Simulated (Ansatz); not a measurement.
Single-point calculation, with input and output: BaZrO3 (part 2 of 2)

Continued. System: BaZrO3 (Pm-3m, 5 atoms in the cell). Method: DFT, PBE, plane waves, PAW, spin-orbit coupling (Ansatz 0.2.0); cutoff 420 eV, 6×6×6 k-mesh, Gaussian smearing of 0.05 eV. The structure was built on a prototype by a generator; it need not be a known phase.

Geometry of the input (Å; fractional positions):
```
4.2272  0.0000  0.0000
0.0000  4.2272  0.0000
0.0000  0.0000  4.2272
Ba 0.0000  0.0000  0.0000
Zr 0.5000  0.5000  0.5000
O  0.0000  0.5000  0.5000
O  0.5000  0.5000  0.0000
O  0.5000  0.0000  0.5000
```

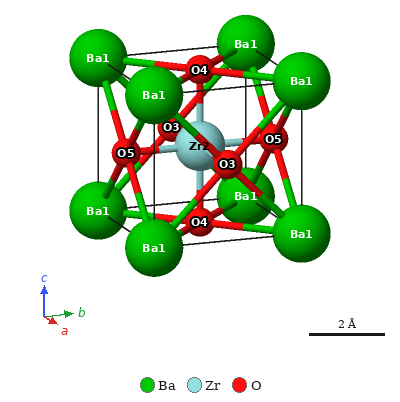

**Figure 1.** The input geometry (ball-and-stick view of the cell of the calculation, seen slightly off an axis; atoms are numbered from 1 in the order of the input).

### File rho_z.tsv
```
# z_ang	rho[e/angstrom^3]	m_x[e/angstrom^3]	m_y[e/angstrom^3]	m_z[e/angstrom^3]	m_norm[e/angstrom^3]
# format = ansatz-planar-average/11
# lattice	4.227174888	0.000000000	0.000000000
# lattice	0.000000000	4.227174888	0.000000000
# lattice	0.000000000	0.000000000	4.227174888
# sites	5
# site	56	0.000000000	0.000000000	0.000000000
# site	40	2.113587444	2.113587444	2.113587444
# site	8	0.000000000	2.113587444	2.113587444
# site	8	2.113587444	2.113587444	0.000000000
# site	8	2.113587444	0.000000000	2.113587444
0.000000	6.660691e-1	0.000000e0	0.000000e0	0.000000e0	0.000000e0
0.105679	6.522228e-1	0.000000e0	0.000000e0	0.000000e0	0.000000e0
0.211359	6.121151e-1	0.000000e0	0.000000e0	0.000000e0	0.000000e0
0.317038	5.510789e-1	0.000000e0	0.000000e0	0.000000e0	0.000000e0
0.422717	4.788388e-1	0.000000e0	0.000000e0	0.000000e0	0.000000e0
0.528397	4.057288e-1	0.000000e0	0.000000e0	0.000000e0	0.000000e0
0.634076	3.383969e-1	0.000000e0	0.000000e0	0.000000e0	0.000000e0
0.739756	2.792862e-1	0.000000e0	0.000000e0	0.000000e0	0.000000e0
0.845435	2.306717e-1	0.000000e0	0.000000e0	0.000000e0	0.000000e0
0.951114	1.967304e-1	0.000000e0	0.000000e0	0.000000e0	0.000000e0
1.056794	1.817024e-1	0.000000e0	0.000000e0	0.000000e0	0.000000e0
1.162473	1.901652e-1	0.000000e0	0.000000e0	0.000000e0	0.000000e0
1.268152	2.278799e-1	0.000000e0	0.000000e0	0.000000e0	0.000000e0
1.373832	3.008935e-1	0.000000e0	0.000000e0	0.000000e0	0.000000e0
1.479511	4.136821e-1	0.000000e0	0.000000e0	0.000000e0	0.000000e0
1.585191	5.676254e-1	0.000000e0	0.000000e0	0.000000e0	0.000000e0
1.690870	7.528415e-1	0.000000e0	0.000000e0	0.000000e0	0.000000e0
1.796549	9.429067e-1	0.000000e0	0.000000e0	0.000000e0	0.000000e0
1.902229	1.103906e0	0.000000e0	0.000000e0	0.000000e0	0.000000e0
2.007908	1.208891e0	0.000000e0	0.000000e0	0.000000e0	0.000000e0
2.113587	1.244920e0	0.000000e0	0.000000e0	0.000000e0	0.000000e0
2.219267	1.208891e0	0.000000e0	0.000000e0	0.000000e0	0.000000e0
2.324946	1.103906e0	0.000000e0	0.000000e0	0.000000e0	0.000000e0
2.430626	9.429067e-1	0.000000e0	0.000000e0	0.000000e0	0.000000e0
2.536305	7.528415e-1	0.000000e0	0.000000e0	0.000000e0	0.000000e0
2.641984	5.676254e-1	0.000000e0	0.000000e0	0.000000e0	0.000000e0
2.747664	4.136821e-1	0.000000e0	0.000000e0	0.000000e0	0.000000e0
2.853343	3.008935e-1	0.000000e0	0.000000e0	0.000000e0	0.000000e0
2.959022	2.278799e-1	0.000000e0	0.000000e0	0.000000e0	0.000000e0
3.064702	1.901652e-1	0.000000e0	0.000000e0	0.000000e0	0.000000e0
3.170381	1.817024e-1	0.000000e0	0.000000e0	0.000000e0	0.000000e0
3.276061	1.967304e-1	0.000000e0	0.000000e0	0.000000e0	0.000000e0
3.381740	2.306717e-1	0.000000e0	0.000000e0	0.000000e0	0.000000e0
3.487419	2.792862e-1	0.000000e0	0.000000e0	0.000000e0	0.000000e0
3.593099	3.383969e-1	0.000000e0	0.000000e0	0.000000e0	0.000000e0
3.698778	4.057288e-1	0.000000e0	0.000000e0	0.000000e0	0.000000e0
3.804457	4.788388e-1	0.000000e0	0.000000e0	0.000000e0	0.000000e0
3.910137	5.510789e-1	0.000000e0	0.000000e0	0.000000e0	0.000000e0
4.015816	6.121151e-1	0.000000e0	0.000000e0	0.000000e0	0.000000e0
4.121496	6.522228e-1	0.000000e0	0.000000e0	0.000000e0	0.000000e0
```

### File v_z.tsv
```
# z_ang	v_es[eV]	v_tot[eV]	b_x[eV]	b_y[eV]	b_z[eV]
# format = ansatz-planar-average/11
# xc	pbe
# density_cutoff_ev	3360
# datasets	Ba=:simpson_from_first_knot:soft	Zr=:simpson_from_first_knot:soft	O=:simpson_from_first_knot:soft
# lattice	4.227174888	0.000000000	0.000000000
# lattice	0.000000000	4.227174888	0.000000000
# lattice	0.000000000	0.000000000	4.227174888
# sites	5
# site	56	0.000000000	0.000000000	0.000000000
# site	40	2.113587444	2.113587444	2.113587444
# site	8	0.000000000	2.113587444	2.113587444
# site	8	2.113587444	2.113587444	0.000000000
# site	8	2.113587444	0.000000000	2.113587444
0.000000	1.352965e0	-1.054902e1	0.000000e0	0.000000e0	0.000000e0
0.105679	1.566422e0	-1.026680e1	0.000000e0	0.000000e0	0.000000e0
0.211359	2.183452e0	-9.432868e0	0.000000e0	0.000000e0	0.000000e0
0.317038	3.124898e0	-8.155502e0	0.000000e0	0.000000e0	0.000000e0
0.422717	4.299036e0	-6.532106e0	0.000000e0	0.000000e0	0.000000e0
0.528397	5.639179e0	-4.673934e0	0.000000e0	0.000000e0	0.000000e0
0.634076	7.011602e0	-2.746722e0	0.000000e0	0.000000e0	0.000000e0
0.739756	8.153435e0	-1.103401e0	0.000000e0	0.000000e0	0.000000e0
0.845435	8.993386e0	1.534066e-1	0.000000e0	0.000000e0	0.000000e0
0.951114	9.640314e0	1.031074e0	0.000000e0	0.000000e0	0.000000e0
1.056794	1.001727e1	1.508642e0	0.000000e0	0.000000e0	0.000000e0
1.162473	1.002754e1	1.495522e0	0.000000e0	0.000000e0	0.000000e0
1.268152	9.635502e0	7.192551e-1	0.000000e0	0.000000e0	0.000000e0
1.373832	8.794562e0	-7.704186e-1	0.000000e0	0.000000e0	0.000000e0
1.479511	7.182452e0	-3.189242e0	0.000000e0	0.000000e0	0.000000e0
1.585191	4.927319e0	-6.313398e0	0.000000e0	0.000000e0	0.000000e0
1.690870	2.593026e0	-9.464838e0	0.000000e0	0.000000e0	0.000000e0
1.796549	4.895645e-1	-1.225423e1	0.000000e0	0.000000e0	0.000000e0
1.902229	-1.223448e0	-1.448269e1	0.000000e0	0.000000e0	0.000000e0
2.007908	-2.356016e0	-1.593220e1	0.000000e0	0.000000e0	0.000000e0
2.113587	-2.748581e0	-1.642873e1	0.000000e0	0.000000e0	0.000000e0
2.219267	-2.356016e0	-1.593220e1	0.000000e0	0.000000e0	0.000000e0
2.324946	-1.223448e0	-1.448269e1	0.000000e0	0.000000e0	0.000000e0
2.430626	4.895645e-1	-1.225423e1	0.000000e0	0.000000e0	0.000000e0
2.536305	2.593026e0	-9.464838e0	0.000000e0	0.000000e0	0.000000e0
2.641984	4.927319e0	-6.313398e0	0.000000e0	0.000000e0	0.000000e0
2.747664	7.182452e0	-3.189242e0	0.000000e0	0.000000e0	0.000000e0
2.853343	8.794562e0	-7.704186e-1	0.000000e0	0.000000e0	0.000000e0
2.959022	9.635502e0	7.192551e-1	0.000000e0	0.000000e0	0.000000e0
3.064702	1.002754e1	1.495522e0	0.000000e0	0.000000e0	0.000000e0
3.170381	1.001727e1	1.508642e0	0.000000e0	0.000000e0	0.000000e0
3.276061	9.640314e0	1.031074e0	0.000000e0	0.000000e0	0.000000e0
3.381740	8.993386e0	1.534066e-1	0.000000e0	0.000000e0	0.000000e0
3.487419	8.153435e0	-1.103401e0	0.000000e0	0.000000e0	0.000000e0
3.593099	7.011602e0	-2.746722e0	0.000000e0	0.000000e0	0.000000e0
3.698778	5.639179e0	-4.673934e0	0.000000e0	0.000000e0	0.000000e0
3.804457	4.299036e0	-6.532106e0	0.000000e0	0.000000e0	0.000000e0
3.910137	3.124898e0	-8.155502e0	0.000000e0	0.000000e0	0.000000e0
4.015816	2.183452e0	-9.432868e0	0.000000e0	0.000000e0	0.000000e0
4.121496	1.566422e0	-1.026680e1	0.000000e0	0.000000e0	0.000000e0
```

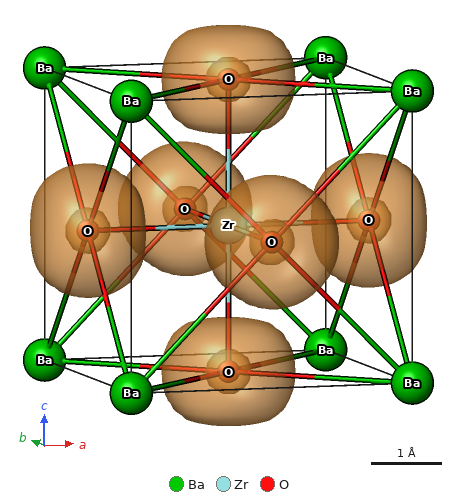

**Figure 2.** Isosurface of the ELF at 0.65 (orange), seen slightly off an axis. Only the valence region is drawn (cores and ρ < 0.01 e/Å³ removed). Sticks mark near contacts. The outline is the cell set on symmetry axes. Values along the shortest contacts: Zr–O (2.11 Å): the ELF peaks at about 0.85 in the valence shell of O, 0.6 Å from its nucleus, and drops to about 0.20 between the two atoms. Core electrons are frozen (PAW), so the fields are smoothed inside the atomic spheres.

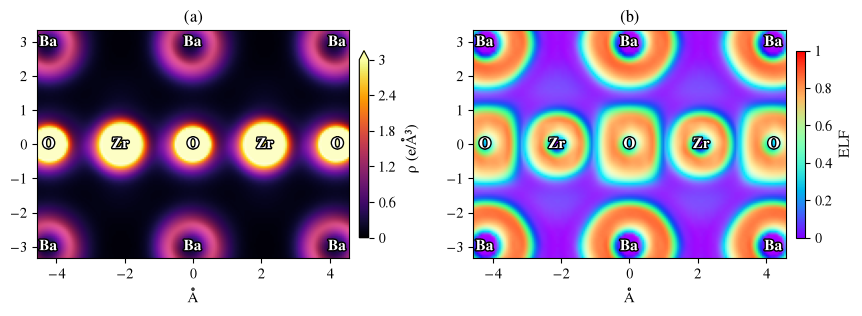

**Figure 3.** (a) valence pseudo-density; (b) electron localisation function on the (11̄0) plane of the conventional cell. Atoms in the plane: Ba, Zr and O. Zr–O (2.11 Å): ρ at the midpoint is about 0.65 e/Å³; the ELF peaks at about 0.85 in the valence shell of O, 0.6 Å from its nucleus, and drops to about 0.20 between the two atoms. Away from the nuclei the density in this plane falls to 0.03 e/Å³ at its lowest. The strong features right at Ba and Zr lie inside the PAW spheres (semicore, d or f shells) and say nothing about bonding.

### Results in brief

```csv
quantity,value
outcome,converged
space group (tolerance 0.01 Å),Pm-3m (221)
electrons treated,40
free energy,−11850.3134 eV
Fermi energy,11.078 eV
gap on the k-point mesh,3.15 eV
net moment of the cell,0.00 μB
integrated absolute moment,0.00 μB
pressure,0.00 GPa
largest force (length of the vector),under 0.001 eV/Å
wall time,12 s (CPU time 44 s)
peak memory,0.84 GiB
```

### Remarks

Settings chosen away from the usual ones: basis.ecutrho_ratio = 8.
